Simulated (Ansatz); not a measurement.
```yaml
crystal:
  lattice:
    - [4.74093, 0.00000, 0.00000]
    - [0.00000, 4.74093, 0.00000]
    - [0.00000, 0.00000, 3.26749]
  atoms:
    - { symbol: Mn, position: [0.00000, 0.00000, 0.00000] }
    - { symbol: Mn, position: [0.50000, 0.50000, 0.50000] }
    - { symbol: F, position: [0.30460, 0.30460, 0.00000] }
    - { symbol: F, position: [0.19540, 0.80460, 0.50000] }
    - { symbol: F, position: [0.69540, 0.69540, 0.00000] }
    - { symbol: F, position: [0.80460, 0.19540, 0.50000] }
```

Space group P4₂/mnm; changed on purpose from its base cell (volume × 0.94, shape and atoms relaxed); computed pressure about 7 GPa in this cell; the SCF solution may not be the lowest one; the program warned that another magnetic order may lie lower; spin-polarised.

Theory: Ansatz 0.2.0, DFT PBEsol, scalar-relativistic, plane waves, PAW.

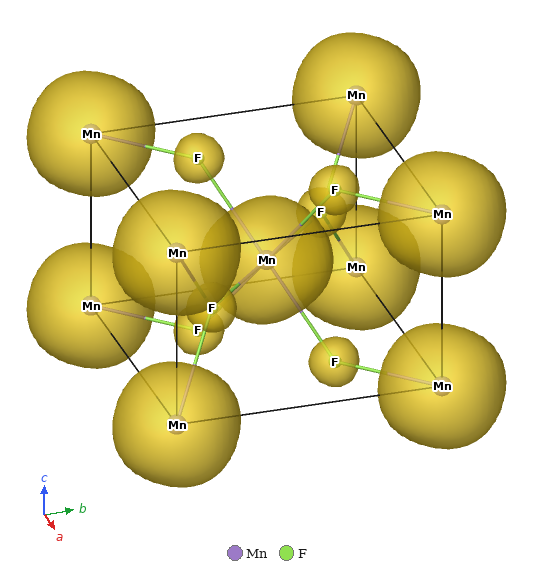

MnF₂. Isosurface of the magnetisation density (up minus down) at +0.1 e/Å³ (yellow), seen at an oblique angle. Sticks mark near contacts.

**Which atoms carry the moments, and with what signs?**

The spin density sits on Mn: +4.1 μB (×2) in one cell of 6 atoms, with smaller moments on other sites: F (up to +0.11 μB): parallel main moments (a ferromagnetic arrangement) in this solution. The cell of the calculation (6 atoms) carries 10.0 μB of net spin moment.
